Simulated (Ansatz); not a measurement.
Os: single-point calculation

System: Os (slab, 3 atoms in the cell).
Method: DFT, LDA, all-electron LAPW, scalar-relativistic, no spin polarisation (Ansatz 0.2.0).

Figures and captions count atoms from 1; the log counts them from 0 in places.

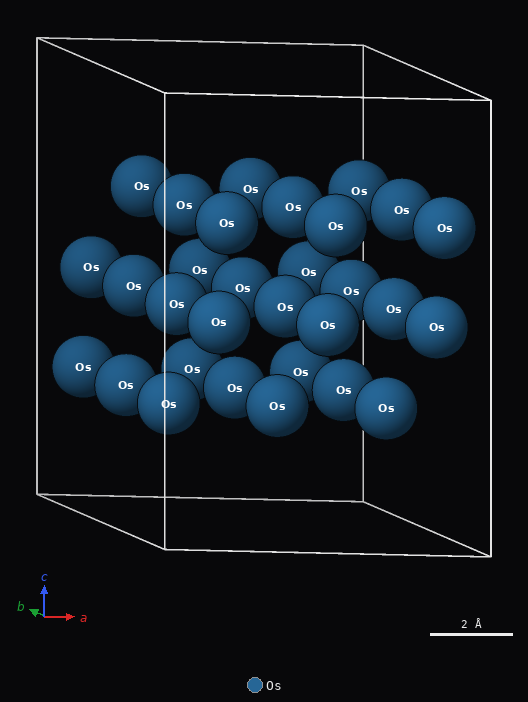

Figure 1. The input geometry (spheres-only view of the 3 × 3 repeat of the cell, with the vacuum cut short, seen slightly off an axis). An atom can appear more than once, as a periodic image.

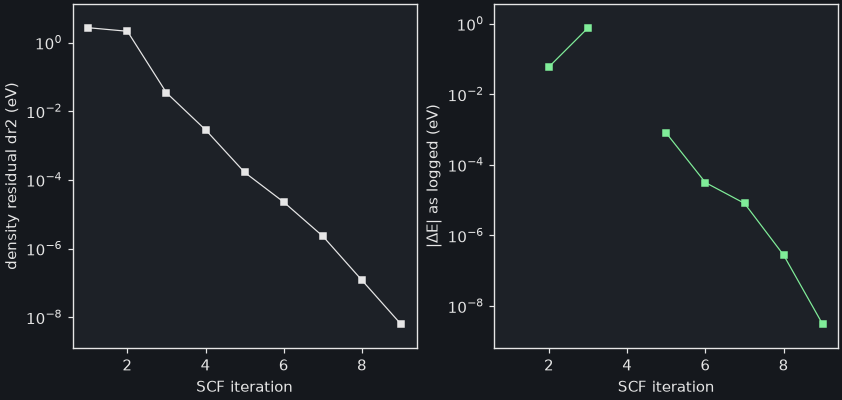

Figure 2. Convergence of the self-consistent field: density residual dr2 and size of the energy change against the SCF iteration. The residual falls at every step.

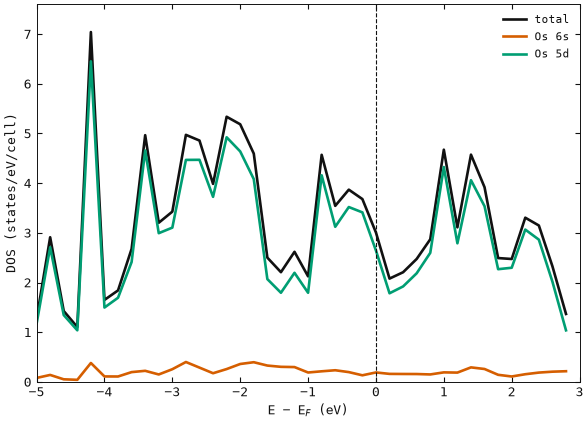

Figure 3. Density of states (projected on atomic shells), with energies from the Fermi level. There are states at the Fermi level: a metal at this level of theory.

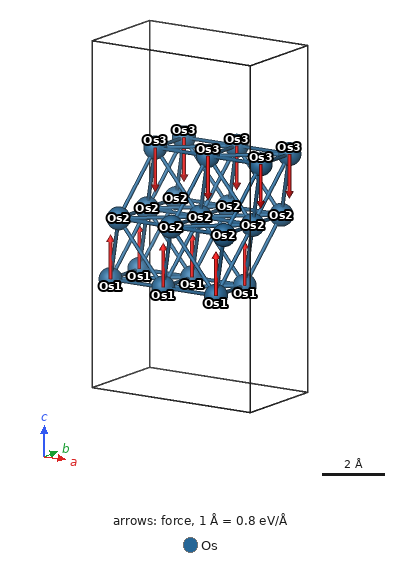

Figure 4. Forces on the atoms as red arrows (ball-and-stick view of the 3 × 2 repeat of the cell, with the vacuum cut short, seen slightly off an axis; atoms are numbered from 1 in the order of the input). The largest act on Os1, Os3 (1.18 eV/Å). The geometry is not a stationary point of this energy.

These pictures come from the run below.

## Input file
```yaml
crystal:
  lattice:
    - [2.6891484158, 0.0, 0.0]
    - [-1.3445742079, 2.3288708427, 0.0]
    - [0.0, 0.0, 20.3914]
  atoms:
    - { symbol: Os, position: [0.1666666665, 0.3333333335, 0.3923232105] }
    - { symbol: Os, position: [0.5000000005, 0.9999999995, 0.4999999997] }
    - { symbol: Os, position: [0.8333333335, 0.6666666665, 0.6076767895] }
kpoints:
  mp_grid: { grid: [17, 17, 1] }
scf:
  occupations: { method: fermi_dirac, width: 0.08 }
hamiltonian:
  xc: lda
  pseudopotentials: { kind: all_electron, lapw: { basis_error: 0.001 } }
output:
  forces: true
  stress: true
  eigenvalues: true
  populations: true
  dos: { projected: true, de: 0.2, e_range: [-14, 8] }
efield:
  axis: 3
  amplitude: 0
  dipole_correction: true
```

Launched with:
```bash
ansatz run input.yaml --threads 1 --pin off --max-ram 3584MiB --backend cpu --events-out ev --progress --plain --runs-dir out
```

## The program's output
```
Os: projections on atomic orbitals take those of the free atom 1s2 2s2 2p6 3s2 3p6 3d10 4s2 4p6 4d10 4f14 5s2 5p6 5d6 6s2, of charge +0.00 (hamiltonian.pseudopotentials.projection_atoms)
LAPW: plane waves up to 8.740 Å⁻¹, error target 1.0e-3 eV per atom; small_component_spin mean_spin; Os in spheres of 1.345 Å, 40 of its electrons in bands, Dirac shells [] (how accurate: hamiltonian.pseudopotentials.lapw.basis_error, Limitations)
Engine: ansatz 0.2.0, aarch64-unknown-linux-gnu
Pseudopotentials: kind: all_electron
Pseudopotential: Os, LAPW, valence charge 40, lapw/all_electron/scalar/gaussian/Os, Koelling and Harmon's equation, gaussian nucleus
Functional definition: SPW92
  exchange = slater_x
  correlation = pw_c
Crystal: 3 atoms, lattice volume = 127.705 Å³
Basis set: ecut = 291.022589990212 eV, 1449 PW (Γ), exchange–correlation at level 2
Bands: 72, of which v1, the nominal top of the filled ones, is band 60 counted from 1 (59 counted from 0)
Symmetry: 6 space group operations
k-points: 33 of 289 (time reversal used)
Non-local potential: Os, projectors of the file, none
Initial density: superposition of atomic densities (neutral atoms: chi_scale 0, normalization atom)
Initial wavefunctions: plane waves of lowest kinetic energy (no species holds an atomic orbital)
Functional: x = slater, c = lda
iter 1 solved again at ethr=2.25e-3 eV; its pass at ethr=1.00e-1 eV (dr2=2.70e0 eV) is discarded
SCF iter   1: F=—  HF=-1407478.047782 eV  |F-HF|=—  |Δ(HF+E_count)|=         —  Δρ=2.30e-2  dr2=2.70e0  ethr=2.25e-3  p=0.000 e·Å  D=5.05e-14 V/Å  ΔV_dip=-0.00 eV  dr2_dipole=5.31e-12  V_vac-E_F(+/−)=7.12/7.12 eV  ⟨swp⟩=2.0  Hψ=14957  notcnv=0
efield: sawtooth ramp at fractional position 0.9500 (placed from the atoms, in the widest stretch of the axis that holds none; the zero of the levels goes with the place), width 0.1000; the density the first Hamiltonian is built on has a dipole p = 0.000 e·Å; the dipole correction subtracts the counter field D = 4.53e-13 V/Å, which shifts the + side's vacuum level by -0.00 eV against the − side's; the planar-averaged density in the ramp window peaks in size at 3.7e-7 e/Å³
preconditioner: auto → LDOS  [metal: Δε(μ)=0.034 eV  Ē_g=39.966 eV  σ=0.080 eV  W_gap=0.11  n_scr=22 (ndim 8)  ℏωp=30.1 eV  f_vac=0.623  D(μ)=2.36/eV (n_scr^D=10)  β→1.0]
SCF iter   2: F=—  HF=-1407477.987277 eV  |F-HF|=—  |Δ(HF+E_count)|=   6.05e-2  Δρ=1.99e-2  dr2=2.13e0  ethr=2.25e-3  p=-0.000 e·Å  D=-1.34e-6 V/Å  ΔV_dip=0.00 eV  dr2_dipole=1.59e-11  V_vac-E_F(+/−)=5.38/5.38 eV  ⟨swp⟩=3.0  Hψ=7914  notcnv=0
iter 3 solved again at ethr=2.86e-5 eV; its pass at ethr=1.77e-3 eV (dr2=3.43e-2 eV) is discarded
SCF iter   3: F=—  HF=-1407477.213814 eV  |F-HF|=—  |Δ(HF+E_count)|=   7.73e-1  Δρ=2.95e-3  dr2=3.43e-2  ethr=2.86e-5  p=-0.000 e·Å  D=-9.63e-8 V/Å  ΔV_dip=0.00 eV  dr2_dipole=1.65e-11  V_vac-E_F(+/−)=5.94/5.94 eV  ⟨swp⟩=2.0  Hψ=11834  notcnv=0
SCF iter   4: F=—  HF=-1407477.196916 eV  |F-HF|=—  |Δ(HF+E_count)|=         —  Δρ=1.00e-3  dr2=2.86e-3  ethr=2.86e-5  p=0.000 e·Å  D=1.14e-7 V/Å  ΔV_dip=-0.00 eV  dr2_dipole=1.55e-12  V_vac-E_F(+/−)=5.78/5.78 eV  ⟨swp⟩=2.7  Hψ=7006  notcnv=0
the basis was enlarged: its passes take 262.9 KiB over the memory plan, 1 of 1 planned eigensolver slots
SCF iter   5: F=—  HF=-1407477.196123 eV  |F-HF|=—  |Δ(HF+E_count)|=   7.92e-4  Δρ=3.52e-4  dr2=1.65e-4  ethr=2.38e-6  p=0.000 e·Å  D=4.19e-8 V/Å  ΔV_dip=-0.00 eV  dr2_dipole=4.56e-14  V_vac-E_F(+/−)=5.70/5.70 eV  ⟨swp⟩=3.0  Hψ=7146  notcnv=0
SCF iter   6: F=—  HF=-1407477.196092 eV  |F-HF|=—  |Δ(HF+E_count)|=   3.16e-5  Δρ=1.18e-4  dr2=2.25e-5  ethr=1.38e-7  p=0.000 e·Å  D=3.24e-8 V/Å  ΔV_dip=-0.00 eV  dr2_dipole=1.04e-13  V_vac-E_F(+/−)=5.68/5.68 eV  ⟨swp⟩=3.0  Hψ=7224  notcnv=0
SCF iter   7: F=—  HF=-1407477.196100 eV  |F-HF|=—  |Δ(HF+E_count)|=   8.12e-6  Δρ=2.25e-5  dr2=2.28e-6  ethr=1.87e-8  p=-0.000 e·Å  D=-7.60e-9 V/Å  ΔV_dip=0.00 eV  dr2_dipole=1.04e-14  V_vac-E_F(+/−)=5.67/5.67 eV  ⟨swp⟩=3.0  Hψ=7288  notcnv=0
SCF iter   8: F=—  HF=-1407477.196100 eV  |F-HF|=—  |Δ(HF+E_count)|=   2.78e-7  Δρ=6.31e-6  dr2=1.19e-7  ethr=1.90e-9  p=0.000 e·Å  D=8.46e-9 V/Å  ΔV_dip=-0.00 eV  dr2_dipole=2.57e-16  V_vac-E_F(+/−)=5.67/5.67 eV  ⟨swp⟩=3.0  Hψ=7249  notcnv=0
SCF iter   9: F=-1407477.196100 eV  HF=-1407477.196100 eV  |F-HF|=2.03e-8  |Δ(HF+E_count)|=   3.03e-9  Δρ=2.49e-6  dr2=6.21e-9  ethr=9.88e-11  p=-0.000 e·Å  D=-3.61e-9 V/Å  ΔV_dip=0.00 eV  dr2_dipole=1.27e-15  V_vac-E_F(+/−)=5.67/5.67 eV  ⟨swp⟩=3.0  Hψ=7287  notcnv=0
SCF 1 converged in 9 iterations: F = -1407477.196100 eV  dr2 = 6.21e-9
SCF converged after 9 iterations
Free energy (F): -1407477.196100 eV
Harris-Foulkes:  -1407477.196100 eV  (|F-HF|=2.03e-8)
Internal energy: -1407477.138427 eV  (E = F + TS)
E sigma→0 (E₀):  -1407477.167263 eV
Entropy (-TS):   -0.057674 eV (-19.225 meV/atom)
Fermi energy:    6.834268 eV
Dipole field:    D = -0.000000 V/Å  (p = -0.000000 e·Å, saw-weighted, corrected)
Work function:   Φ+ = 5.6672 eV   Φ− = 5.6672 eV
Levels:          The Fermi level and band energies are counted from a zero that moves with the ramp; work functions are not
--- Per-component energies (eV) ---
  E_band       = -10578.348404
  E_kinetic    = 1586592.258022
  E_xc         = -26968.804483
  E_efield     = 0.000000  (sawtooth field / dipole correction)
  E_electrostatic = -2967100.591966  (all electrons and nuclei)
  E_smearing   = -0.057674  (= −TS)
  E_closure    = 0.000000  (closes the sum)
  E_atoms      = -1407442.691222  (free atoms, spherical and without spin; not in F)
  Σ components = -1407477.196100   (vs F -1407477.196100, Δ=0.00e0)
  Basis errors (estimates in eV, not in F): energy 3.1e-4 per atom: plane waves 2.8e-4 (1.6e-4 summed), levels above the bands 8.8e-64, relativity 1.4e-8, radial functions 3.2e-5, core shells 1.1e-6; eigenvalues (radial functions only) 8.8e-7; not estimated: angular momenta, meshes, grids; target (lapw.basis_error) 1.0e-3; muffin-tin radii Os 1.345 Å
--- Forces (eV/Å), atoms counted from 1 ---
  atom   1  Os     0.00000000     0.00000000     1.17927452
  atom   2  Os     0.00000000     0.00000000     0.00000015
  atom   3  Os     0.00000000    -0.00000000    -1.17927469
  max |Σ_I F_I| component: 1.93e-8 eV/Å
--- Stress (GPa, compression-positive) ---
       -6.456748       0.000000       0.000000
       -0.000000      -6.456748      -0.000000
        0.000000      -0.000000      -6.495145
  P = ⅓ Tr σ = -6.4695 GPa (-64.695 kbar)
--- Band table (eV; the first three rows and the last of 33) ---
  k-point 0: bands = ["-260.3648", "-260.3648", "-260.3550", "-260.3401", "-260.3401", "-259.8989", "-259.8989", "-259.8989", "-259.8989", "-259.8987", "-259.8987", "-259.8850", "-259.8850", "-259.8850", "-259.8850", "-79.8027", "-79.3108", "-79.3077", "-40.3791", "-40.3761", "-40.3761", "-40.3670", "-40.3670", "-40.3550", "-40.3387", "-39.9198", "-39.9194", "-39.9091", "-39.9091", "-39.8981", "-39.8981", "-39.8976", "-39.8976", "-39.8974", "-39.8974", "-39.8953", "-39.8953", "-39.8953", "-39.8953", "-39.4627", "-38.7308", "-38.7308", "-38.7088", "-38.4828", "-38.2302", "-38.2302", "-38.2236", "-38.2236", "-3.1440", "-1.1082", "-0.7295", "3.6138", "3.7605", "3.8347", "3.8347", "4.3817", "4.3817", "4.7315", "4.7315", "5.8082", "6.8999", "6.8999", "7.1611", "7.7090", "7.7090", "8.9131", "8.9131", "12.1207", "12.4405", "13.3108", "14.7502", "16.0448"]
  k-point 1: bands = ["-260.3648", "-260.3648", "-260.3550", "-260.3401", "-260.3401", "-259.8989", "-259.8989", "-259.8989", "-259.8989", "-259.8987", "-259.8987", "-259.8850", "-259.8850", "-259.8850", "-259.8850", "-79.8001", "-79.3084", "-79.3053", "-40.3789", "-40.3762", "-40.3760", "-40.3672", "-40.3670", "-40.3546", "-40.3392", "-39.9193", "-39.9190", "-39.9089", "-39.9089", "-39.8987", "-39.8987", "-39.8978", "-39.8977", "-39.8976", "-39.8974", "-39.8954", "-39.8953", "-39.8952", "-39.8951", "-39.4547", "-38.7845", "-38.7384", "-38.6819", "-38.4856", "-38.2581", "-38.2541", "-38.2374", "-38.2304", "-2.9981", "-0.9585", "-0.5803", "3.4945", "3.6172", "3.8085", "3.9558", "4.4065", "4.4722", "4.6526", "4.8583", "5.6268", "6.7424", "6.8162", "6.8264", "7.7250", "7.9589", "8.9220", "9.4164", "12.2185", "12.5666", "13.4039", "14.8633", "16.1150"]
  k-point 2: bands = ["-260.3648", "-260.3648", "-260.3550", "-260.3401", "-260.3401", "-259.8989", "-259.8989", "-259.8989", "-259.8989", "-259.8987", "-259.8987", "-259.8850", "-259.8850", "-259.8850", "-259.8850", "-79.7929", "-79.3014", "-79.2987", "-40.3782", "-40.3764", "-40.3757", "-40.3677", "-40.3670", "-40.3536", "-40.3410", "-39.9181", "-39.9178", "-39.9085", "-39.9084", "-39.9005", "-39.9005", "-39.8987", "-39.8984", "-39.8976", "-39.8974", "-39.8955", "-39.8954", "-39.8947", "-39.8946", "-39.4319", "-38.8856", "-38.7602", "-38.6571", "-38.4958", "-38.3428", "-38.3325", "-38.2579", "-38.2498", "-2.5799", "-0.5395", "-0.1604", "3.0627", "3.4502", "3.6180", "4.3082", "4.3648", "4.5518", "4.7117", "5.2327", "5.2455", "6.0996", "6.6576", "6.7340", "7.7293", "8.4791", "8.9469", "10.3332", "12.5058", "12.9433", "13.6771", "15.1997", "16.3152"]
  k-point 32: bands = ["-260.3648", "-260.3648", "-260.3550", "-260.3401", "-260.3401", "-259.8989", "-259.8989", "-259.8989", "-259.8989", "-259.8987", "-259.8987", "-259.8850", "-259.8850", "-259.8850", "-259.8850", "-79.7185", "-79.2302", "-79.2302", "-40.3777", "-40.3766", "-40.3717", "-40.3690", "-40.3681", "-40.3583", "-40.3425", "-39.9177", "-39.9177", "-39.9060", "-39.9060", "-39.9055", "-39.9043", "-39.9039", "-39.9036", "-39.9031", "-39.9028", "-39.8936", "-39.8929", "-39.8921", "-39.8919", "-39.4396", "-39.3300", "-39.2434", "-38.8854", "-38.8312", "-38.7765", "-38.6942", "-38.5358", "-38.5280", "1.1965", "1.5008", "1.6585", "2.1148", "2.6412", "3.6225", "4.2228", "4.3296", "4.6117", "4.6736", "6.1178", "6.5280", "8.0068", "8.0969", "8.7577", "13.5591", "13.6224", "14.0708", "15.1984", "15.8123", "16.2128", "17.8940", "17.9852", "19.2926"]
--- Löwdin populations: 3 sites ---
  site symbol       q [e]
     0     Os     75.8858
     1     Os     75.7373
     2     Os     75.8858
  spilling = 0.002154 (of n_electrons = 228.000000)
```

## File populations.tsv
```
# site	symbol	l	j	q
# orbitals = lowdin
# n_electrons = 228.000000
# spilling = 0.002154
# projection_atom_Os: 1s2 2s2 2p6 3s2 3p6 3d10 4s2 4p6 4d10 4f14 5s2 5p6 5d6 6s2
0	Os	0_1S	-	1.999999
0	Os	0_2S	-	1.999989
0	Os	0_3S	-	1.999876
0	Os	0_4S	-	1.998719
0	Os	0_5S	-	1.980823
0	Os	0_6S	-	1.024659
0	Os	1_2P	-	6.000000
0	Os	1_3P	-	5.999996
0	Os	1_4P	-	5.999946
0	Os	1_5P	-	5.994163
0	Os	2_3D	-	9.999998
0	Os	2_4D	-	9.999971
0	Os	2_5D	-	6.887773
0	Os	3_4F	-	13.999914
1	Os	0_1S	-	1.999999
1	Os	0_2S	-	1.999986
1	Os	0_3S	-	1.999832
1	Os	0_4S	-	1.998258
1	Os	0_5S	-	1.973974
1	Os	0_6S	-	0.925413
1	Os	1_2P	-	6.000000
1	Os	1_3P	-	5.999996
1	Os	1_4P	-	5.999959
1	Os	1_5P	-	5.996498
1	Os	2_3D	-	9.999998
1	Os	2_4D	-	9.999965
1	Os	2_5D	-	6.843491
1	Os	3_4F	-	13.999915
2	Os	0_1S	-	1.999999
2	Os	0_2S	-	1.999989
2	Os	0_3S	-	1.999876
2	Os	0_4S	-	1.998719
2	Os	0_5S	-	1.980823
2	Os	0_6S	-	1.024659
2	Os	1_2P	-	6.000000
2	Os	1_3P	-	5.999996
2	Os	1_4P	-	5.999946
2	Os	1_5P	-	5.994163
2	Os	2_3D	-	9.999998
2	Os	2_4D	-	9.999971
2	Os	2_5D	-	6.887773
2	Os	3_4F	-	13.999914
```

## Results in brief

- outcome: converged
- electrons in bands (core shells apart): 120
- free energy: −1407477.1961 eV
- Fermi energy: 6.834 eV
- electronic character: metal
- largest force (length of the vector): 1.179 eV/Å
- hardware: 1 thread of Arm Neoverse V1, 24 GiB of memory available, shared host
- wall time: 3.7 min
- peak memory: 0.64 GiB

Spin–orbit coupling is left out, which matters for Os.
